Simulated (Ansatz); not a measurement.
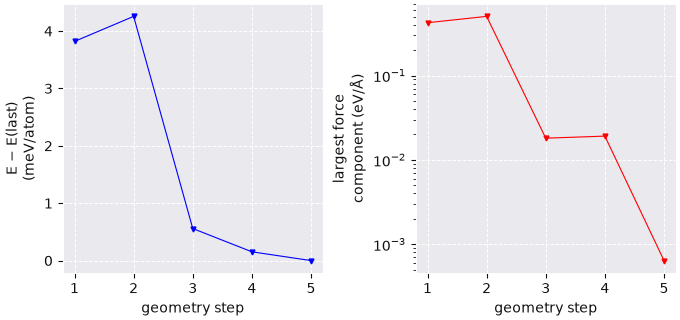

History of a geometry optimisation. The volume is held, while cell shape and atoms may move. A closing SCF on a freshly chosen basis isn't drawn.

- system: PbO (P4/nmm, 4 atoms in the cell; volume × 0.88, shape and atoms relaxed)
- method: DFT PBE+D3(BJ), scalar-relativistic, plane waves, PAW (Ansatz); cutoff 420 eV, 8×8×6 k-mesh, Gaussian smearing of 0.02 eV

How did it end, and what did it gain?

The optimisation met its thresholds at geometry 5, counting the start as the first. The energy fell by about 3.8 meV/atom from the first step to the last. Step 2 went uphill and was rejected by the line search. The largest force component goes from about 0.42 eV/Å at the start to 6 × 10⁻⁴ eV/Å at the end. The cell changes shape at fixed volume (not drawn): a, b and c change by +1 %, +1 % and −2 %.
